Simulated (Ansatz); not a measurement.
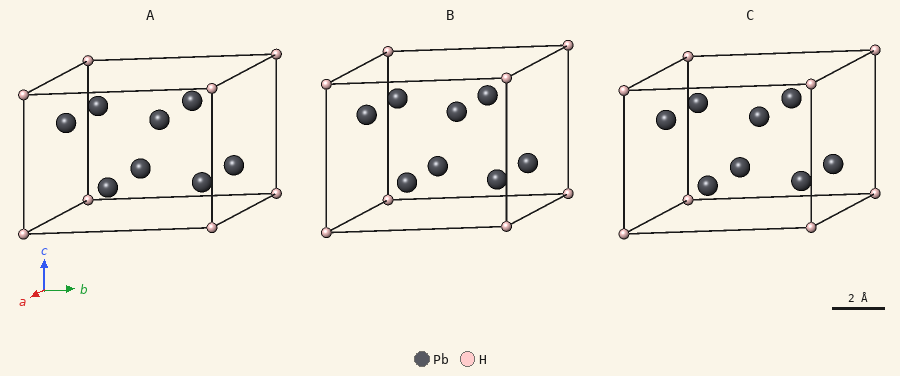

3 geometries from one relaxation of a crystal of HPb₈ (set up in P-3m1) (coarse preliminary run), in shuffled order. A ball-and-stick model of the cell of the calculation, seen slightly off an axis.

Case: 1 H put on empty site 1 of 4 host cells, relaxed.

Theory: DFT PBE, scalar-relativistic, plane waves, PAW in Ansatz 0.2.0. Settings: plane-wave cutoff 420 eV; k-point mesh 3 × 3 × 4; occupations gaussian; smearing width 0.1 eV; no spin polarisation; cell and atoms relaxed; force threshold 0.0325 eV/Å; at most 70 steps.

> Put them in the order of the run, from the start to the converged end.

B, C, A. They are steps 0, 3, 6, at +19.9 meV per atom, +4.9 meV per atom relative to the last. After 5 accepted moves (6 points after the start) the energy has fallen by 19.9 meV per atom. The largest force component goes from 0.056 to 0.017 eV/Å. Pressure: 1.12 GPa at the start and −0.04 GPa at the end. The SCF was repeated once at an unchanged geometry on a basis and grid sized afresh for the cell, which shifted the energy by 0.2 meV per atom at most. The largest moves relative to the cell, 0.068 Å, are those of Pb atoms. H stays in place. Cell: a = b 7.084 → 7.408 Å (+4.6 %), c 5.849 → 5.488 Å (−6.2 %). Volume +2.6 %. The space group stays P-3m1 (No. 164). Cost: 28 s on 2 threads of INTEL(R) XEON(R) PLATINUM 8581C CPU @ 2.10GHz (Emerald Rapids) (shared host), peak memory 0.69 GiB.

Limits of the set-up: layers or molecules are held without a dispersion correction, so their spacing is unreliable.
